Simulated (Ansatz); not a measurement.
**TaN: single-point calculation (part 2 of 2)**

Continued. System: TaN (2 atoms in the cell). Method: DFT r2SCAN+U, scalar-relativistic, plane waves, PAW, Ueff = 1 eV on Ta atom 1 d, spin-polarised (Ansatz 0.2.0); cutoff 500 eV, 7×7×7 k-mesh, Gaussian smearing of 0.05 eV, collinear spins. The structure was built on a prototype by a generator; it need not be a known phase. It belongs to a series of runs on one base structure; here: from atoms, default search.

Geometry of the input (Å; fractional positions):
```
2.7323  0.0000  0.0000
0.0000  2.7323  0.0000
0.0000  0.0000  2.7323
Ta 0.0000  0.0000  0.0000
N  0.5000  0.5000  0.5000
```

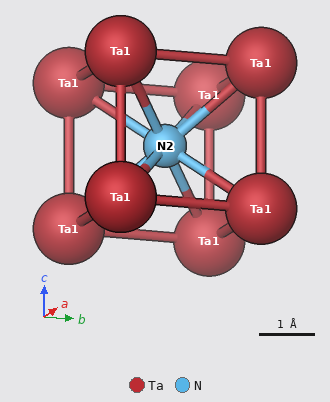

**Figure 1.** The structure (ball-and-stick view of the cell of the calculation, seen at an oblique angle; atoms are numbered from 1 in the order of the input). An atom can appear more than once, as a periodic image.

Log, continued:
```
SCF iter   1: F=-10328.360907 eV  HF=-10326.772424 eV  |F-HF|=1.59e0  |Δ(HF+E_count)|=         —  Δρ=7.41e-2 (↑7.41e-2 ↓7.04e-2)  dr2=1.73e-1  dr2_τ=1.30e-1  dr2_m=8.44e-1  M=0.674 μB ∫|m|=1.105 μB  β_m=0.39  ethr=9.62e-4  ⟨swp⟩=1.0  Hψ=37586  notcnv=0
preconditioner: auto → none  [metal: Δε(μ)=0.054 eV  Ē_g=13.924 eV  σ=0.050 eV  W_gap=0.46  n_scr=6 (ndim 8)  ℏωp=26.0 eV  f_vac=0.000  D(μ)=0.94/eV (n_scr^D=6)  sad-step TF]
SCF iter   2: F=-10328.832180 eV  HF=-10327.705510 eV  |F-HF|=1.13e0  |Δ(HF+E_count)|=   9.33e-1  Δρ=5.99e-2 (↑5.99e-2 ↓5.82e-2)  dr2=1.51e-1  dr2_τ=6.72e-3  dr2_m=5.46e-1  M=0.247 μB ∫|m|=0.686 μB  β_m=0.30  ethr=9.62e-4  ⟨swp⟩=2.5  Hψ=9389  notcnv=0  κ⁻¹=1.0e0(r=1)
SCF iter   3: F=-10328.944863 eV  HF=-10328.809106 eV  |F-HF|=1.36e-1  |Δ(HF+E_count)|=         —  Δρ=1.79e-2 (↑1.38e-2 ↓1.79e-2)  dr2=3.60e-2  dr2_τ=1.36e-2  dr2_m=2.62e-2  M=0.216 μB ∫|m|=0.472 μB  β_m=0.57  ethr=8.41e-4  ⟨swp⟩=2.6  Hψ=10862  notcnv=0  defer=189
Mixer restart at iter 3: flushing history
SCF iter   4: F=-10328.973020 eV  HF=-10328.925700 eV  |F-HF|=4.73e-2  |Δ(HF+E_count)|=   1.17e-1  Δρ=1.12e-2 (↑1.12e-2 ↓1.06e-2)  dr2=1.20e-2  dr2_τ=6.60e-4  dr2_m=1.32e-2  M=0.216 μB ∫|m|=0.382 μB  β_m=1.00  ethr=2.00e-4  ⟨swp⟩=2.1  Hψ=9201  notcnv=0  defer=421  κ⁻¹=1.0e0(r=1)
SCF iter   5: F=-10328.985116 eV  HF=-10328.967544 eV  |F-HF|=1.76e-2  |Δ(HF+E_count)|=   4.18e-2  Δρ=5.37e-3 (↑5.37e-3 ↓5.31e-3)  dr2=4.74e-3  dr2_τ=3.25e-4  dr2_m=1.76e-3  M=0.209 μB ∫|m|=0.278 μB  β_m=0.42  ethr=6.66e-5  ⟨swp⟩=2.4  Hψ=9690  notcnv=0  defer=486  κ⁻¹=2.2e-1(r=2)
SCF iter   6: F=-10328.988579 eV  HF=-10328.982354 eV  |F-HF|=6.23e-3  |Δ(HF+E_count)|=   1.48e-2  Δρ=2.37e-3 (↑2.05e-3 ↓2.37e-3)  dr2=4.95e-4  dr2_τ=2.90e-5  dr2_m=5.48e-4  M=0.193 μB ∫|m|=0.193 μB  β_m=1.00  ethr=2.63e-5  ⟨swp⟩=2.2  Hψ=9763  notcnv=0  defer=486  κ⁻¹=1.7e-2(r=3)
SCF iter   7: F=-10328.988898 eV  HF=-10328.988230 eV  |F-HF|=6.68e-4  |Δ(HF+E_count)|=   5.88e-3  Δρ=6.93e-4 (↑6.93e-4 ↓5.96e-4)  dr2=4.34e-5  dr2_τ=6.41e-6  dr2_m=4.66e-5  M=0.193 μB ∫|m|=0.194 μB  β_m=1.00  ethr=2.75e-6  ⟨swp⟩=2.4  Hψ=8016  notcnv=0  defer=486  κ⁻¹=5.6e-3(r=4)
SCF iter   8: F=-10328.988946 eV  HF=-10328.988903 eV  |F-HF|=4.28e-5  |Δ(HF+E_count)|=   6.73e-4  Δρ=9.09e-5 (↑9.09e-5 ↓7.60e-5)  dr2=1.07e-6  dr2_τ=1.04e-7  dr2_m=5.70e-7  M=0.194 μB ∫|m|=0.194 μB  β_m=1.00  ethr=2.41e-7  ⟨swp⟩=3.0  Hψ=7808  notcnv=0  defer=486  κ⁻¹=5.7e-4(r=5)
SCF iter   9: F=-10328.988949 eV  HF=-10328.988935 eV  |F-HF|=1.41e-5  |Δ(HF+E_count)|=   3.13e-5  Δρ=3.53e-5 (↑3.44e-5 ↓3.53e-5)  dr2=2.89e-7  dr2_τ=1.65e-8  dr2_m=1.22e-8  M=0.194 μB ∫|m|=0.194 μB  β_m=1.00  ethr=5.95e-9  ⟨swp⟩=2.1  Hψ=7466  notcnv=0  defer=486  κ⁻¹=1.2e-5(r=6)
SCF iter  10: F=-10328.988949 eV  HF=-10328.988945 eV  |F-HF|=4.11e-6  |Δ(HF+E_count)|=   1.07e-5  Δρ=2.09e-5 (↑2.09e-5 ↓1.96e-5)  dr2=9.14e-8  dr2_τ=5.46e-9  dr2_m=6.46e-9  M=0.194 μB ∫|m|=0.194 μB  β_m=1.00  ethr=5.56e-10  ⟨swp⟩=13.5  Hψ=35652  notcnv=0  κ⁻¹=1.1e-6(r=7)
iter 11 did not close the SCF: its close was put off for a magnetic moment that had not settled (scf_convergence_deferred on its scf_iter line)
SCF iter  11: F=-10328.988950 eV  HF=-10328.988950 eV  |F-HF|=2.00e-8  |Δ(HF+E_count)|=   4.34e-6  Δρ=3.69e-6 (↑2.45e-6 ↓3.69e-6)  dr2=1.24e-9  dr2_τ=1.47e-10  dr2_m=8.97e-10  M=0.194 μB ∫|m|=0.194 μB  β_m=1.00  ethr=5.08e-10  ⟨swp⟩=9.9  Hψ=32804  notcnv=0  κ⁻¹=3.4e-8(r=8)
SCF iter  12: F=-10328.988950 eV  HF=-10328.988950 eV  |F-HF|=1.46e-9  |Δ(HF+E_count)|=   2.02e-8  Δρ=1.35e-6 (↑1.16e-6 ↓1.35e-6)  dr2=3.51e-10  dr2_τ=2.09e-11  dr2_m=2.10e-11  M=0.194 μB ∫|m|=0.194 μB  ethr=6.87e-12  ⟨swp⟩=4.7  Hψ=23956  notcnv=0
SCF 2 converged in 12 iterations: F = -10328.988950 eV  dr2 = 3.51e-10
this state was not tested for a lower state beside it, because the mixer in use, unlike msr1, does not test its closes by its own steps (another_mixer; see scf.mixing.algorithm and scf.lower_state_search)
SCF converged after 17 iterations
Magnetization: 0.1937 μB (9.0968 up, 8.9032 down)
Absolute magnetization: 0.1942 μB (∫|ρ↑−ρ↓|, with the PAW one-centre terms)
Spin contamination: 0.0002 ħ² per cell (⟨S²⟩ above its minimum at these occupations)
Per-site moments (μB) at R_I (Å): [(0.11264293393561112, 0.9760772465794253), (0.007170311269932744, 0.9760772465794253)]
Free energy (F): -10328.988950 eV
Harris-Foulkes:  -10328.988950 eV  (|F-HF|=7.39e-10)
Internal energy: -10328.988611 eV  (E = F + TS)
E sigma→0 (E₀):  -10328.988780 eV
Entropy (-TS):   -0.000338 eV (-0.169 meV/atom)
Fermi energy:    22.487263 eV
--- Per-component energies (eV) ---
  E_band       = -41.499988
  E_kinetic    = 503.002328
  E_local      = -526.919000  (includes V_loc(G=0)·N_el)
  E_nonlocal   = 60.406002
  E_hartree    = 177.742148
  E_xc         = -266.121620
  E_vxc        = -309.031995  (∫ρ·V_xc dr)
  E_hubbard    = 1.058458  (on-site DFT+U / exact-exchange correction)
  E_vhub       = 0.233435  (the Hubbard potential's part of the band-sum identity)
  E_paw        = -8552.223943  (= ΣΔE_a)
  E_vpaw       = -140.577350  (= ΣTr[D̂ρ^β])
  E_aug_tail   = 0.000125  (compensation charges beyond the density's cutoff)
  E_vtau       = 15.902042  (kinetic-family band-sum trace: ∫τ·v_τ [+ j·A + Jᵃ·Aᵃ] dr)
  E_ewald      = -1725.147264
  E_core_change = -0.785845  (= ΣΔE_core)
  E_smearing   = -0.000338  (= −TS)
  E_closure    = 0.000000  (closes the sum)
  Σ components = -10328.988950   (vs F -10328.988950, Δ=0.00e0)
--- Forces (eV/Å), atoms counted from 1 ---
  atom   1  Ta    -0.00000000     0.00000000     0.00000000
  atom   2  N      0.00000000    -0.00000000    -0.00000000
  max |Σ_I F_I| component: 9.20e-31 eV/Å
--- Stress (GPa, compression-positive) ---
        2.747614       0.000000      -0.000000
        0.000000       2.747614       0.000000
        0.000000       0.000000       2.747614
  P = ⅓ Tr σ = 2.7476 GPa (27.476 kbar)
--- Band table (eV; the first three rows and the last of 40) ---
  k-point 0 ↑: bands = ["-49.0233", "-14.3629", "-14.3629", "-14.3629", "2.7524", "16.6934", "16.6934", "19.3025", "19.3025", "19.3025", "24.8911", "26.5719", "26.5719", "26.5719"]
  k-point 1 ↑: bands = ["-49.0046", "-14.6495", "-14.3384", "-14.3384", "3.1711", "16.0525", "16.8865", "18.9093", "18.9093", "19.5852", "26.1397", "26.6796", "26.7903", "26.7903"]
  k-point 2 ↑: bands = ["-48.9637", "-15.2526", "-14.2831", "-14.2831", "4.2134", "13.8510", "17.3608", "18.0939", "18.0939", "22.1886", "26.9320", "27.3381", "27.3381", "28.2033"]
  k-point 19 ↓: bands = ["-48.6675", "-15.1675", "-15.1545", "-15.1545", "6.5505", "13.1467", "13.1467", "13.8168", "26.8566", "27.0867", "27.0867", "28.8311", "28.8311", "31.3193"]
Occupation matrices written to [file]
--- Löwdin populations: 2 sites ---
  site symbol       q [e]    m [muB]
     0     Ta     12.1571     0.1873
     1      N      5.7744     0.0033
  spilling = 0.003803 (of n_electrons = 18.000000)
--- Occupation matrices: 1 shell (run DFT+U table (all-electron-ortho-atomic); ε = 7.32e-4) ---
  Ta0 d_5D: site group Oh (m-3m)
  Ta0 d_5D up     Tr n = 1.9747  λ = 0.257 0.257 0.257 0.601 0.601  [3× xz 0.33 (T2g 1.00) T2g(1.00) | 2× z2 0.50 (Eg 1.00) Eg(1.00)]
  Ta0 d_5D dn     Tr n = 1.7923  λ = 0.251 0.251 0.251 0.519 0.519  [3× xz 0.33 (T2g 1.00) T2g(1.00) | 2× z2 0.50 (Eg 1.00) Eg(1.00)]
  Tr n, λ and their labels are of the run-group-symmetrised matrices; stabiliser: 48 of 96 elements of G0×{1,Θ} (closed), max defect 1.4e-15 at τ = 1.6e-4
```

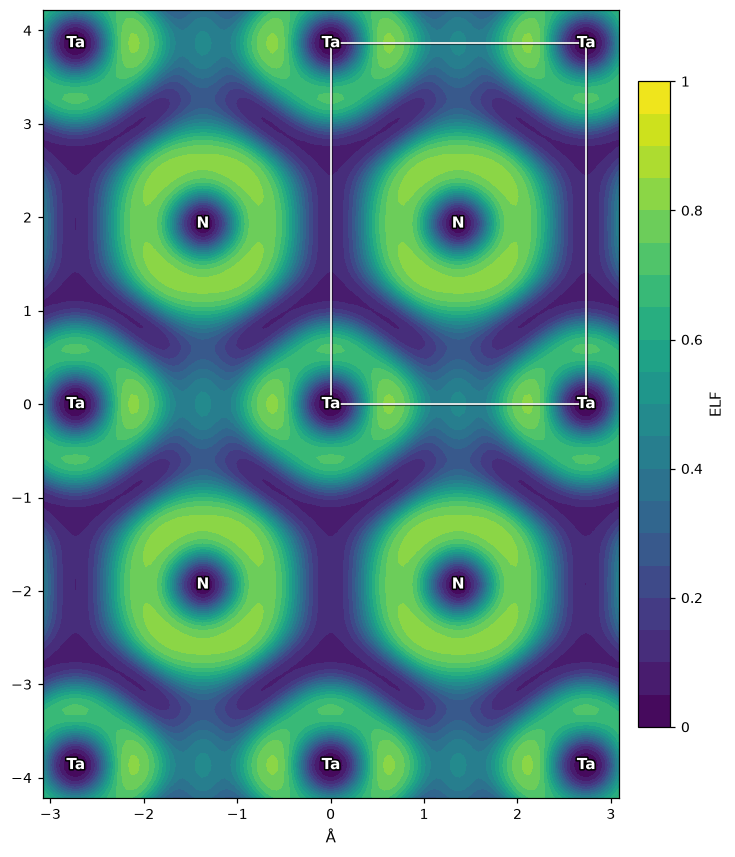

**Figure 2.** ELF on the (11̄0) plane of the conventional cell. Ta–N (2.37 Å): the ELF is about 0.15 at the midpoint; a polar contact without a shared pair, in a metal. Ta–Ta (2.73 Å): the ELF is about 0.45 at the midpoint (no shared electron pair). The strong features right at Ta lie inside the PAW spheres (semicore, d or f shells) and say nothing about bonding. In a PAW calculation such maps are meaningful between the atoms, not at the nuclei.

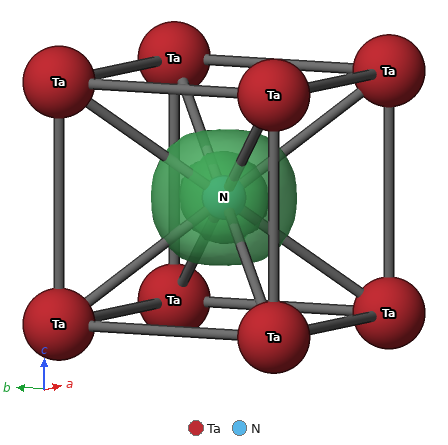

**Figure 3.** Isosurface of the electron localisation function at 0.75 (green), seen at an oblique angle. Only the valence region is drawn (cores and ρ < 0.01 e/Å³ removed). Sticks mark near contacts. The outline is the cell set on symmetry axes. Values along the shortest contacts: Ta–N (2.37 Å): the ELF is about 0.15 at the midpoint; a polar contact without a shared pair, in a metal. Ta–Ta (2.73 Å): the ELF is about 0.45 at the midpoint; no localised pair between them.

Summary:

| quantity | value |
| --- | --- |
| outcome | converged |
| space group (tolerance 0.01 Å) | Pm-3m (221) |
| electrons treated | 18 |
| free energy | −10328.9889 eV |
| Fermi energy | 22.487 eV |
| gap on the k-point mesh | none (metallic) |
| net moment of the cell | 0.19 μB |
| integrated absolute moment | 0.19 μB |
| pressure | 2.75 GPa |
| largest force (length of the vector) | under 0.001 eV/Å |
| wall time | 8.9 s (CPU time 17 s) |
| peak memory | 0.55 GiB |

Remarks:

Warnings of the run: the state was not tested for a lower one. Spin–orbit coupling is left out, which matters for Ta.
